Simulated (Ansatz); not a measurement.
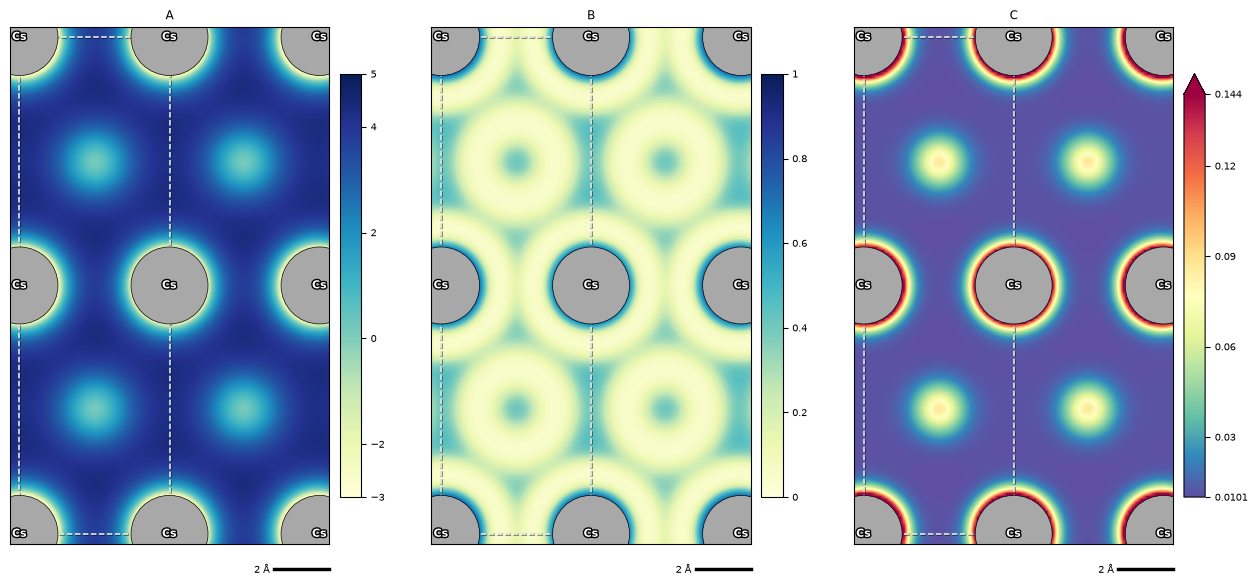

Cs: 3 fields on the (100) plane of the conventional cell, with unlabelled colour scales. Grey discs cover the atomic cores.

Space group P6₃/mmc; a structure from a database of computed crystals, not necessarily the ambient phase.

These are results of DFT PBE, scalar-relativistic, plane waves, PAW (Ansatz 0.2.0), not measurements.

### The panels show electron localisation function, electrostatic potential energy of an electron and valence pseudo-density in some order. Assign them.

Panel A: electrostatic potential energy of an electron (low next to the atoms, rising into the space between them). Panel B: electron localisation function. Panel C: valence pseudo-density. From the grid: Cs–Cs (5.46 Å): the density is about 0.01 e/Å³ at the midpoint; the ELF is about 0.15 at the midpoint (no localised pair shows between them).
